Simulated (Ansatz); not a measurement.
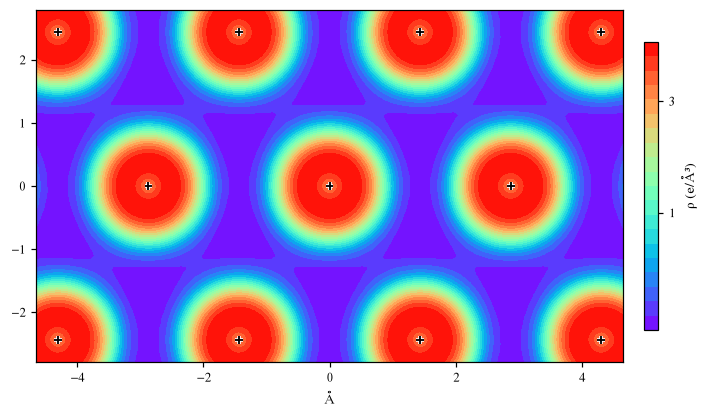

The valence electron density on a plane through atoms (crosses mark nuclei in the plane).

All numbers below come from DFT r2SCAN, scalar-relativistic, plane waves, PAW (Ansatz 0.2.0).

Candidates:
A. W, a = 2.87 Å, b = 2.87 Å, c = 3.94 Å, α = 90.00°, β = 90.00°, γ = 90.00°. Space group I4/mmm; changed on purpose from its base cell (strain +0.000 along x and y, -0.030 along z, atoms carried along).
B. Mo, a = 2.79 Å, b = 4.74 Å, c = 2.56 Å, α = 90.00°, β = 90.00°, γ = 90.00°. Space group Cmmm; a structure from a database of computed crystals, not necessarily the ambient phase; changed on purpose from its base cell (strain +0.0200 x Voigt [1, 0, 0, 0, 0, 0], atoms carried along); computed pressure about −4 GPa in this cell; computed without spin polarisation.
C. SnO₂, a = 4.76 Å, b = 4.76 Å, c = 3.20 Å, α = 90.00°, β = 90.00°, γ = 90.00°. Space group P4₂/mnm; a structure from a database of computed crystals, not necessarily the ambient phase.

Question: Which candidate gave the map?

Answer: Candidate A: W on the (101) plane of the conventional cell, which holds W. W–W (2.83 Å): ρ at the midpoint is about 0.37 e/Å³. W–W (2.87 Å): ρ is about 0.34 e/Å³ halfway.
